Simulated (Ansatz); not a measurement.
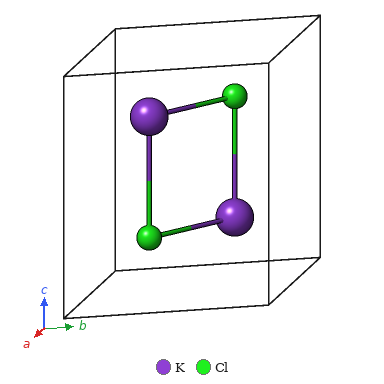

System: KCl, space group P6_3/mmc (No. 194) (cell built by us, not taken from a database). The picture shows the cell.

Starting cell:
```xyz
4
Lattice="5.3437 0.0000 0.0000 -2.6718 4.6278 0.0000 0.0000 0.0000 6.2391" Properties=species:S:1:pos:R:3 pbc="T T T"
K     0.0000    3.0852    1.5598
K     2.6718    1.5426    4.6793
Cl    2.6718    1.5426    1.5598
Cl    0.0000    3.0852    4.6793
```

How it was computed, with Ansatz 0.2.0: Born effective charges by linear response at the zone centre, in units of the proton charge, Cartesian axes of the given cell; DFT, r2SCAN, plane waves, PAW. Level: r2SCAN, no spin polarisation.

- periodic directions: 3
- potentials: PAW
- wave cutoff: 500 eV
- k mesh: 6×6×4

Describe the result: the mean Born effective charge of each atom. The cases: K 1; K 2; Cl 1; Cl 2.

All are equal in size, 1.06 e, and the charges add up to 0.00 e. The diagonal components of each atom differ by at most 0.12 e.

```csv
atom,mean Born effective charge (e),Born charge xx (e),Born charge zz (e)
K 1,1.06,1.017,1.136
K 2,1.06,1.017,1.136
Cl 1,-1.06,-1.017,-1.136
Cl 2,-1.06,-1.017,-1.136
```

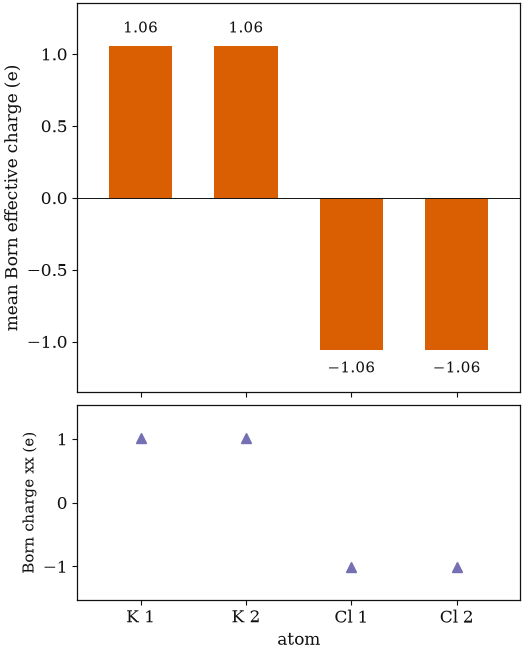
